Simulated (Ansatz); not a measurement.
**Rh(111) / 1 layer Tc(0001) / Rh(111): resistance against film thickness**

Wanted: interface resistance and thickness dependence for Rh(111) / 1 layer Tc(0001) / Rh(111).

Calculated with Ansatz 0.2.0; Ansatz plane-wave DFT, PBE, PAW files; ballistic transport by layer matching (Landauer), zero bias; PAW set ansatz+soft_1.

## Step 1: The structure

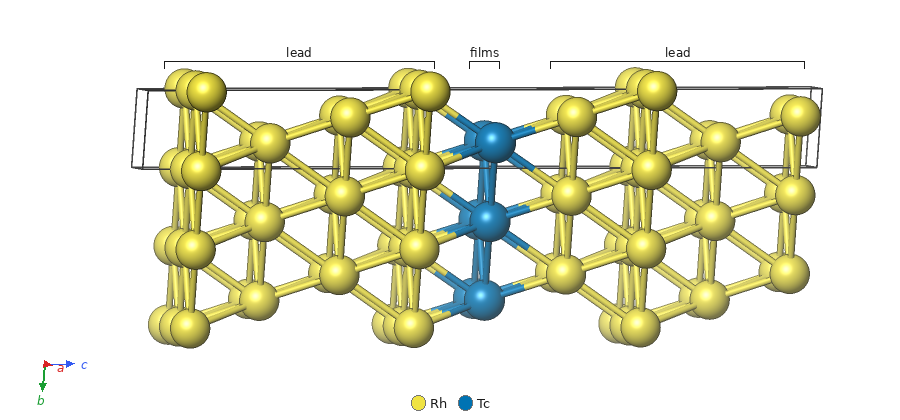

The cell as given, from the side, with the c axis across the page (rhodium yellow, technetium blue). 2×3×1 cells are drawn. Some periodic images of atoms are drawn too.

The cell holds 9 atoms: 8 Rh and 1 Tc. Cell: a = 2.689 Å, b = 2.689 Å, c = 19.849 Å, α = 90.0°, β = 90.0°, γ = 120.0°. It derives from Rh and Tc. Regions: lead, 8 atoms (8 Rh); films, 1 atom (1 Tc). The structure is stacked along c, and the current runs across the ab planes.

## Step 2: With 1 layer

The film is laid into the lead at the lead's in-plane lattice, and the cell closes on the lead's own image. The mesh across the current, 32×32, is finer than the density's, because channels open and close sharply across the zone. Energies from -1 to 1 eV in steps of 0.036 eV cover the slope of the Fermi function at 300 K, so the program can form a conductance.

File input.yaml:

```yaml
crystal:
  lattice:
    - [2.6891977995, 0.0, 0.0]
    - [-1.3445988998, 2.3289136102, 0.0]
    - [0.0, 0.0, 19.8486347861]
  atoms:
    - { symbol: Rh, position: [0.0, 0.0, 0.0553116331] }
    - { symbol: Rh, position: [0.3333333333, 0.6666666667, 0.1659348992] }
    - { symbol: Rh, position: [0.6666666667, 0.3333333333, 0.2765581654] }
    - { symbol: Rh, position: [0.0, 0.0, 0.3871814315] }
    - { symbol: Tc, position: [0.3333333333, 0.6666666667, 0.5] }
    - { symbol: Rh, position: [0.6666666667, 0.3333333333, 0.6128185685] }
    - { symbol: Rh, position: [0.0, 0.0, 0.7234418346] }
    - { symbol: Rh, position: [0.3333333333, 0.6666666667, 0.8340651008] }
    - { symbol: Rh, position: [0.6666666667, 0.3333333333, 0.9446883669] }
kpoints:
  mp_grid: { grid: [16, 16, 2] }
hamiltonian:
  xc: pbe
  pseudopotentials: { kind: paw, azcp: { Rh: "soft_1/Rh.paw.azcp" } }
scf:
  occupations: { method: fermi_dirac, width: 0.1 }
output:
  transmission: { leads: [[0, 1]], kmesh: [32, 32], e_range: [-1.0, 1.0], de: 0.036 }
  write_potential: true
  write_density: true
  volumetric_format: npy
  elf: true
```

The run is started by

```sh
> ansatz run input.yaml --threads 4 --pin off --max-ram 8192MiB --backend cpu --events-out ev --progress --plain --runs-dir out
```

Numbers of over 12 decimals in the logs are rounded to 6 here.

The program printed:

```text
Engine: ansatz 0.2.0, x86_64-unknown-linux-gnu
Pseudopotentials: kind: paw
Pseudopotential: Rh, paw, valence charge 17, recommended cutoff 420 eV (normal), soft_1/Rh.paw.azcp
Pseudopotential: Tc, paw, valence charge 15, recommended cutoff 500 eV (normal), Tc.paw.azcp
Functional definition: PBE
  parameter kappa = 0.804
  parameter beta = 0.066725
  exchange = pbe_x(kappa = kappa, mu = beta*pi^2/3)
  correlation = pbe_c(beta = beta)
Crystal: 9 atoms, lattice volume = 124.310 Å³
Basis set: ecut = 500 eV, 3133 PW (Γ)
Bands: 91, of which v1, the nominal top of the filled ones, is band 76 counted from 1 (75 counted from 0)
Symmetry: 12 space group operations
Space group: P-3m1 (ITA 164), of the structure as read, at distance tolerance 5.0e-5 Å
k-points: 60 of 512
Non-local potential: Rh, projectors of the file, l = 0: 3, l = 1: 2, l = 2: 2, l = 3: 1
Non-local potential: Tc, projectors of the file, l = 0: 3, l = 1: 3, l = 2: 2, l = 3: 2
PAW form: soft (Blöchl's): semilocal exchange-correlation on the pseudo side does not see the compensation charge
PAW one-centre angular grid: Rh, 590 points (default); XC on 64 Gauss nodes
PAW one-centre angular grid: Tc, 590 points (default); XC on 64 Gauss nodes
Initial density: superposition of atomic densities (chi_scale 0.1, normalization cell, long waves of neutral atoms (reshape's long-wave potential 5.20 eV rms, cloud 2.89 Å wide))
Initial wavefunctions: pseudopotential atomic-orbital guess
Functional: x = pbe(κ = 0.804, μ = 0.219515), c = pbe(β = 0.066725)
SCF iter   1: F=—  HF=-56643.142871 eV  |F-HF|=—  |Δ(HF+E_count)|=         —  Δρ=2.35e-1  dr2=6.49e2  ethr=3.10e-3  ⟨swp⟩=5.9  Hψ=17728  notcnv=0  defer=19
preconditioner: auto → Kerker (q_TF=auto, 2.818 Å⁻¹)  [metal: Δε(μ)=0.003 eV  Ē_g=6.318 eV  σ=0.100 eV  W_gap=0.01  n_scr=46 (ndim 8)  ℏωp=29.6 eV  f_vac=0.000  D(μ)=9.39/eV (n_scr^D=112)]
SCF iter   2: F=—  HF=-56624.479242 eV  |F-HF|=—  |Δ(HF+E_count)|=    1.87e1  Δρ=7.14e-2  dr2=7.22e1  ethr=3.10e-3  ⟨swp⟩=3.0  Hψ=11038  notcnv=0  defer=56
SCF iter   3: F=—  HF=-56622.371416 eV  |F-HF|=—  |Δ(HF+E_count)|=    2.11e0  Δρ=4.23e-2  dr2=2.77e0  ethr=3.10e-3  ⟨swp⟩=2.2  Hψ=8615  notcnv=0  defer=57
SCF iter   4: F=—  HF=-56622.032018 eV  |F-HF|=—  |Δ(HF+E_count)|=   3.39e-1  Δρ=2.00e-2  dr2=5.86e0  ethr=1.84e-3  ⟨swp⟩=2.0  Hψ=9653  notcnv=0  defer=61
SCF iter   5: F=—  HF=-56621.899428 eV  |F-HF|=—  |Δ(HF+E_count)|=   1.33e-1  Δρ=8.53e-3  dr2=1.25e0  ethr=1.84e-3  ⟨swp⟩=1.0  Hψ=5427  notcnv=0  defer=61
SCF iter   6: F=—  HF=-56621.864453 eV  |F-HF|=—  |Δ(HF+E_count)|=   3.50e-2  Δρ=1.42e-3  dr2=2.47e-2  ethr=8.28e-4  ⟨swp⟩=1.7  Hψ=5558  notcnv=0  defer=61
SCF iter   7: F=—  HF=-56621.863663 eV  |F-HF|=—  |Δ(HF+E_count)|=   7.90e-4  Δρ=4.49e-4  dr2=4.27e-3  ethr=1.64e-5  ⟨swp⟩=1.1  Hψ=5516  notcnv=0  defer=61
SCF iter   8: F=—  HF=-56621.863632 eV  |F-HF|=—  |Δ(HF+E_count)|=   3.13e-5  Δρ=7.55e-5  dr2=1.09e-5  ethr=2.83e-6  ⟨swp⟩=1.0  Hψ=5399  notcnv=0  defer=61
SCF iter   9: F=—  HF=-56621.863620 eV  |F-HF|=—  |Δ(HF+E_count)|=   1.21e-5  Δρ=2.65e-5  dr2=3.50e-6  ethr=7.23e-9  ⟨swp⟩=2.0  Hψ=7648  notcnv=0  defer=61
SCF iter  10: F=—  HF=-56621.863619 eV  |F-HF|=—  |Δ(HF+E_count)|=   1.74e-7  Δρ=5.20e-6  dr2=2.53e-7  ethr=2.32e-9  ⟨swp⟩=1.0  Hψ=5399  notcnv=0  defer=61
SCF iter  11: F=-56621.863619 eV  HF=-56621.863619 eV  |F-HF|=2.00e-8  |Δ(HF+E_count)|=   6.66e-9  Δρ=1.76e-6  dr2=2.10e-8  ethr=6.62e-11  ⟨swp⟩=6.7  Hψ=13546  notcnv=0
SCF 1 converged in 11 iterations: F = -56621.863619 eV  dr2 = 2.10e-8
  greatest PAW one-centre occupation: 1.000 electrons in one spin orbital (limit 2), on the Rh atom at site 5 (counted from 0), in its partial waves of l = 0
transmission: 368 of 3672 steps passed
transmission: 736 of 3672 steps passed
[...]
transmission: 3672 of 3672 steps passed
SCF converged after 11 iterations
Free energy (F): -56621.863619 eV
Harris-Foulkes:  -56621.863619 eV  (|F-HF|=2.00e-8)
Internal energy: -56621.484606 eV  (E = F + TS)
E sigma→0 (E₀):  -56621.674113 eV
Entropy (-TS):   -0.379013 eV (-42.113 meV/atom)
Fermi energy:    22.429517 eV
--- Per-component energies (eV) ---
  E_band       = -727.005569
  E_kinetic    = 4925.533785
  E_local      = -13242.466636  (includes V_loc(G=0)·N_el)
  E_nonlocal   = 2670.076883
  E_hartree    = 4837.882165
  E_xc         = -1855.798861
  E_vxc        = -2323.468830  (∫ρ·V_xc dr)
  E_paw        = -32104.867493  (= ΣΔE_a)
  E_vpaw       = -2432.442250  (= ΣTr[D̂ρ^β])
  E_aug_tail   = -0.000508  (compensation charges beyond the density's cutoff)
  E_ewald      = -21851.843943
  E_smearing   = -0.379013  (= −TS)
  E_closure    = 0.000000  (closes the sum)
  Σ components = -56621.863619   (vs F -56621.863619, Δ=0.00e0)
--- Band table (eV; the first three rows and the last of 60) ---
  k-point 0: bands = [... 72 lower, 21.3994, 21.3994, 21.4661, 21.4661, 21.5302, 21.5302, 21.9556, 21.9556, ... 11 higher]
  k-point 1: bands = [... 72 lower, 21.3936, 21.4246, 21.4246, 21.6348, 21.7114, 21.7465, 21.7465, 21.7826, ... 11 higher]
  k-point 2: bands = [... 72 lower, 21.2808, 21.3296, 21.4494, 21.5016, 21.6867, 21.7260, 21.7326, 21.8199, ... 11 higher]
  k-point 59: bands = [... 72 lower, 22.3313, 22.5214, 22.6887, 22.7135, 22.7701, 22.8445, 23.0516, 23.1622, ... 11 higher]
--- Transmission ---
  basis      : 61 plane waves across, 36 finite elements along
  points     : 102, standing for a mesh of 32 x 32
  filling    : by the input's occupations and mesh, since the crystals that have channels conduct as metals do. If one of these is a semiconductor, that mesh has misplaced its level
  energies   : 56 from -1.000000 to 0.980000 eV about the Fermi level, 0.036000 eV apart; the leads are filled to 0.000000 eV, and channels, transmission and decay are at 0.008000 eV
  crystal 0  : Rh1, at the sites [0, 1], period 2.1957 Å, over 17.57 Å; its Hamiltonian steps by up to 6.5 meV
    offset         : up to 0.0000 Å between an atom of the period and one for which it stands
    filled         : 4.7 meV under the level at which it is neutral
    channels       : 1.792969e0 a spin
    conductance    : 2.2279e15 S/m² at 300 K; may be off by some 0.0 % by where its bands' edges are placed, 2.9 % from the k-mesh, 0.1 % from the distance to neutral
    slowest decay  : 0.0740 /Å at (0.4062, 0.1875)
  junction   : crystal 0 to crystal 0, 0.70 to 18.35 Å
    transmission   : 9.990404e-1 a spin
    conductance    : 1.2255e15 S/m² at 300 K (1.2289e15 on every other point, 1.2219e15 on every other energy)
    error estimate : 0.3 % from the energy spacing and 0.8 % from band edges of the leads and from resonances (wavevectors taken as independent; lower de), 3.1 % from the k-mesh, 2.7 % from the steps of its leads' Hamiltonians or their offsets (lay more layers), 0.0 % from the distance to neutral
    resistance     : 3.6716e-4 Ω µm² beyond half of each lead's own
```

It took 1.8 min on 4 threads of Intel Xeon Platinum 8488C (Sapphire Rapids), shared host; peak memory 0.99 GiB; 6.5 min of CPU time.

In the SCF lines HF is the Harris–Foulkes energy and dr2 the Hartree energy of the density residual, in eV; the loop may stop once dr2 is under the threshold and the program's other checks hold. Hψ counts applications of the Hamiltonian.

This step gave:

| Property | Result |
| --- | --- |
| free energy | -56621.8636 eV |
| energy at zero smearing | -56621.6741 eV |
| Fermi energy | 22.43 eV |
| cell area | 6.263 Å² |
| step of the lead's potential | 6.5 meV |
| ballistic conductance of the lead | 2.23e15 S/m² |
| estimated errors of the lead's conductance | 0, 2.9, 0.1 % (band edges, k-mesh, distance from neutral) |
| lead conductance per cell | 1.801 G₀ |
| conductance of the junction | 1.23e15 S/m² |
| junction conductance per cell | 0.9906 G₀ |
| estimated errors of the junction's conductance | 0.3, 0.8, 3.1, 2.7, 0 % (energy step, band edges, k-mesh, leads' steps, distance from neutral) |
| area resistance that the stack adds (contact term taken off, spin by spin) | 0.3672 fΩ m² |

Per spin. Transmission, zone mean against energy, zero at the Fermi level:

```csv
energy (eV),"transmission, zone mean"
-1.000,1.22
-0.784,1.07
-0.604,1.03
-0.388,0.965
-0.208,0.952
0.008,0.999
0.188,0.992
0.404,0.916
0.584,0.791
0.800,0.657
```

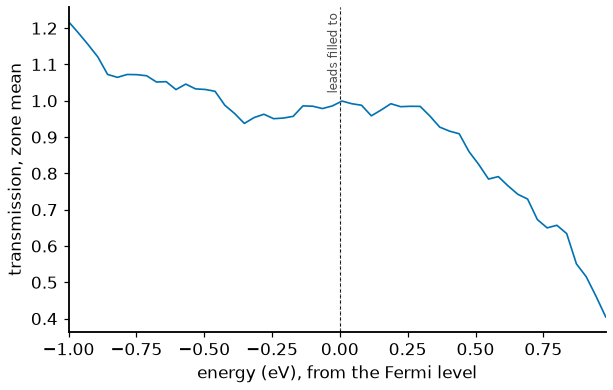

Transmission, zone mean, plotted against energy.

Per spin. The open channels, zone mean, lead by energy, zero at the Fermi level:

```csv
energy (eV),"open channels, zone mean, lead"
-1.000,1.84
-0.892,1.76
-0.784,1.69
-0.640,1.74
-0.532,1.73
-0.424,1.70
-0.316,1.68
-0.172,1.71
-0.064,1.77
0.008,1.79
0.044,1.83
0.152,1.86
0.296,1.99
0.404,1.96
0.512,1.80
0.620,1.42
0.764,1.08
0.872,0.853
0.980,0.653
```

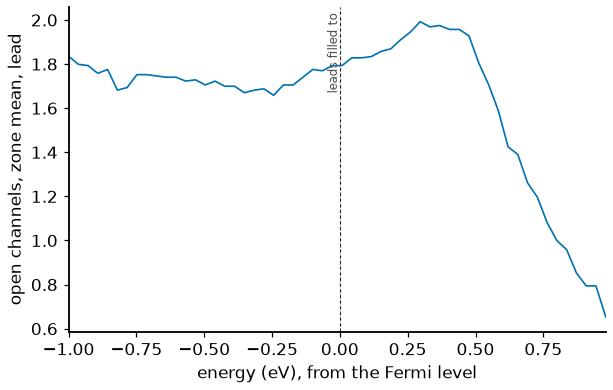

Open channels, zone mean, lead, plotted against energy.

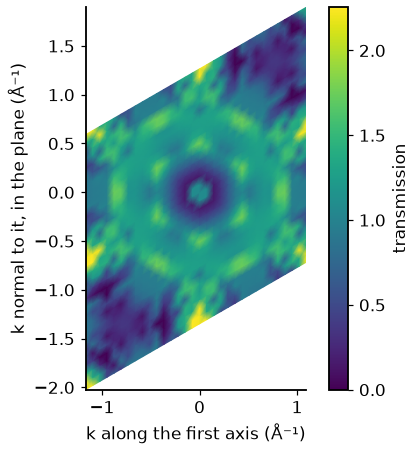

Transmission over k1 and k2. At 0.0080 eV from the Fermi level.

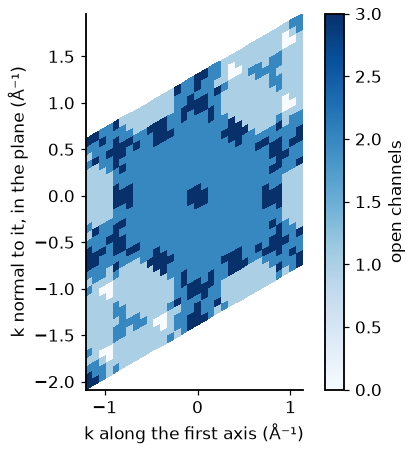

Open channels over k1 and k2. At 0.0080 eV from the Fermi level.

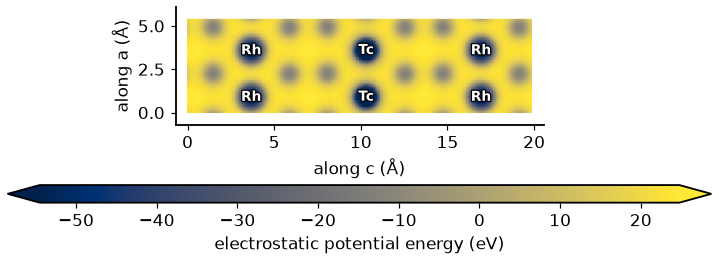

Electrostatic potential energy in the ca plane at fractional y = 0.667, with atoms of Rh and Tc within 0.2 Å of it. With pseudopotentials it is smooth inside the atoms' cores, unlike the true potential.

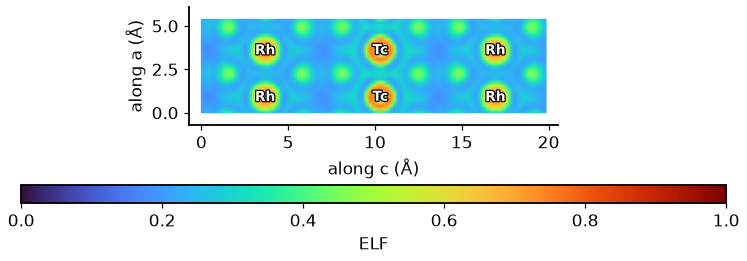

ELF in the ca plane at fractional y = 0.667, with atoms of Rh and Tc within 0.2 Å of it. It is the smooth field of the valence electrons, not physical close to the nuclei.

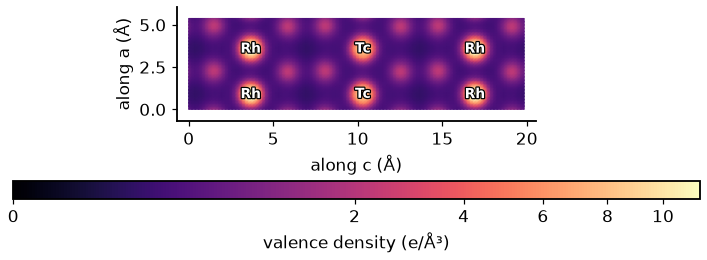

Valence density in the ca plane at fractional y = 0.667, with atoms of Rh and Tc within 0.2 Å of it. It is the smooth field of the valence electrons, not physical close to the nuclei. The colour scale is stretched toward low values.

The lead's potential steps by 6.5 meV from period to period, small in itself. The program estimates the junction's conductance to 3.1 % from the k-mesh, 0 % from the leads' distance from neutral and 2.7 % from their steps.

By hand: 1/G − 1/G_lead = 1/1.226 − 1/2.228 = 0.367 fΩ m² with G in 10¹⁵ S/m².

## Step 3: With 3 layers, k-mesh 16×16×1, film layers 3

The stack now holds 3 film layers; the k-mesh follows the cell, and the energies span -0.27 to 0.27 eV.

System of this step: Rh(111) / 3 layers Tc(0001) / Rh(111). The cell holds 11 atoms: 8 Rh and 3 Tc. Its edges and angles: a = 2.689 Å, b = 2.689 Å, c = 24.414 Å, α = 90.0°, β = 90.0°, γ = 120.0°. It derives from Rh and Tc. Regions: lead, 8 atoms (8 Rh); films, 3 atoms (3 Tc). The structure is stacked along c, and the current runs across the ab planes.

File input.yaml:

```yaml
crystal:
  lattice:
    - [2.6891977995, 0.0, 0.0]
    - [-1.3445988998, 2.3289136102, 0.0]
    - [0.0, 0.0, 24.4143714183]
  atoms:
    - { symbol: Rh, position: [0.0, 0.0, 0.0449677932] }
    - { symbol: Rh, position: [0.3333333333, 0.6666666667, 0.1349033795] }
    - { symbol: Rh, position: [0.6666666667, 0.3333333333, 0.2248389659] }
    - { symbol: Rh, position: [0.0, 0.0, 0.3147745522] }
    - { symbol: Tc, position: [0.3333333333, 0.6666666667, 0.4064948969] }
    - { symbol: Tc, position: [0.6666666667, 0.3333333333, 0.5] }
    - { symbol: Tc, position: [0.3333333333, 0.6666666667, 0.5935051031] }
    - { symbol: Rh, position: [0.6666666667, 0.3333333333, 0.6852254478] }
    - { symbol: Rh, position: [0.0, 0.0, 0.7751610341] }
    - { symbol: Rh, position: [0.3333333333, 0.6666666667, 0.8650966205] }
    - { symbol: Rh, position: [0.6666666667, 0.3333333333, 0.9550322068] }
kpoints:
  mp_grid: { grid: [16, 16, 1] }
hamiltonian:
  xc: pbe
  pseudopotentials: { kind: paw, azcp: { Rh: "soft_1/Rh.paw.azcp" } }
scf:
  occupations: { method: fermi_dirac, width: 0.1 }
output:
  transmission:
    leads: [[0, 1]]
    kmesh: [32, 32]
    e_range: [-0.27, 0.27]
    de: 0.036
  write_potential: true
  write_density: true
  volumetric_format: npy
```

The program printed:

```text
[...]
Crystal: 11 atoms, lattice volume = 152.905 Å³
Basis set: ecut = 500 eV, 3821 PW (Γ)
Bands: 109, of which v1, the nominal top of the filled ones, is band 91 counted from 1 (90 counted from 0)
Symmetry: 6 space group operations
[...]
k-points: 30 of 256 (time reversal used)
[...]
--- Transmission ---
  basis      : 61 plane waves across, 44 finite elements along
  points     : 102, standing for a mesh of 32 x 32
[...]
filled         : 2.4 meV under the level at which it is neutral
    channels       : 1.792969e0 a spin
[...]
slowest decay  : 0.0413 /Å at (0.4062, 0.1875)
  junction   : crystal 0 to crystal 0, 0.70 to 22.92 Å
    transmission   : 6.860900e-1 a spin
[...]
resistance     : 7.2275e-4 Ω µm² beyond half of each lead's own
[key lines of the parts left out:]
SCF converged after 12 iterations
Free energy (F): -67417.949555 eV
Fermi energy:    22.432391 eV
```

The job ended after 59 s (4 threads; peak memory 1 GiB; 3.6 min of CPU time).

Numbers from this step:

| Quantity | Value |
| --- | --- |
| free energy | -67417.9496 eV |
| energy at zero smearing | -67417.7311 eV |
| step of the lead's potential | 5.6 meV |
| conductance of the junction | 8.54e14 S/m² |
| junction conductance per cell | 0.6900 G₀ |
| estimated errors of the junction's conductance | 0.2, 0.8, 4.8, 13.4, 0 % (energy step, band edges, k-mesh, leads' steps, distance from neutral) |
| area resistance that the stack adds (contact term taken off, spin by spin) | 0.7228 fΩ m² |

Per spin. The transmission, zone mean by energy, zero at the Fermi level:

```csv
energy (eV),"transmission, zone mean"
-0.270,0.724
-0.234,0.711
-0.198,0.709
-0.162,0.709
-0.126,0.716
-0.090,0.706
-0.054,0.690
-0.018,0.684
0.018,0.686
0.054,0.705
0.090,0.695
0.126,0.665
0.162,0.693
0.198,0.711
0.234,0.720
0.270,0.730
```

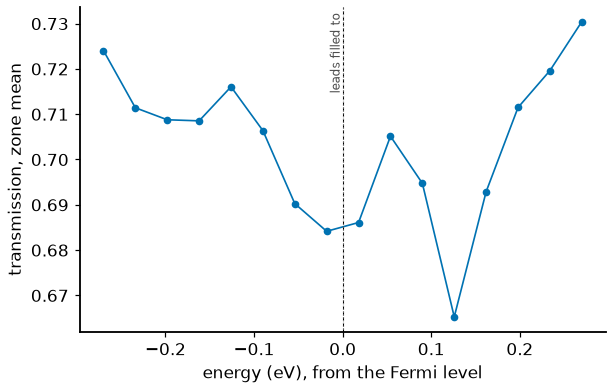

Transmission, zone mean, plotted against energy.

The conductance of the junction is 8.5e14 S/m², 30 % under the 1.2e15 S/m² of the last finished run.

(Continued in part 2 of 2.)

[Logs are printed without paths, hosts, clocks, repeated set-up lines and the standing remarks that a program may print on its own settings, such as how far it seeks lower states.]

[Hosts, paths, dates, database ids (printed as entryN), source tags and the programs' standing remarks are cut or masked in the printed files.]
